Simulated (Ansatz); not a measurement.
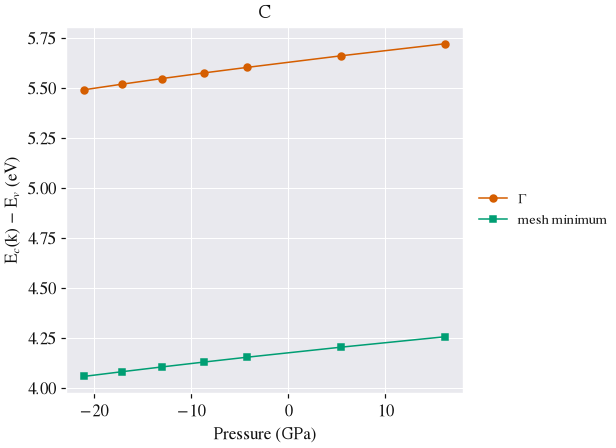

Lowest conduction level at Γ, counted from the valence-band top at Γ, and the lowest one over the whole k mesh (the mesh minimum, which lies off that point).

System: diamond-type C, space group Fd-3m, 2 atoms in the primitive cell. The cell is scaled uniformly. Level of theory: LDA, all-electron LAPW, no spin polarisation, no spin-orbit coupling, 16×16×16 k mesh, Fermi-Dirac smearing of 0.03 eV; code Ansatz 0.2.0.

How does each level move from −21.0 GPa to 16.1 GPa?

Answer. Γ rises by 0.23 eV and the mesh minimum rises by 0.20 eV.

What are the pressure coefficients?

Answer. Straight lines through the points have slopes of +6 at Γ and +5 at the mesh minimum (meV per GPa).

The values:
| pressure | Γ (eV) | mesh minimum (eV) | volume (Å³/atom) |
| --- | --- | --- | --- |
| −21.0 GPa | 5.49 | 4.06 | 5.79 |
| −17.1 GPa | 5.52 | 4.08 | 5.73 |
| −13.0 GPa | 5.55 | 4.11 | 5.67 |
| −8.7 GPa | 5.58 | 4.13 | 5.62 |
| −4.2 GPa | 5.60 | 4.15 | 5.56 |
| 5.5 GPa | 5.66 | 4.20 | 5.45 |
| 16.1 GPa | 5.72 | 4.26 | 5.33 |

LDA, GGA and most meta-GGA functionals understate gaps. At ambient pressure diamond is metastable; the stable form of carbon is graphite.
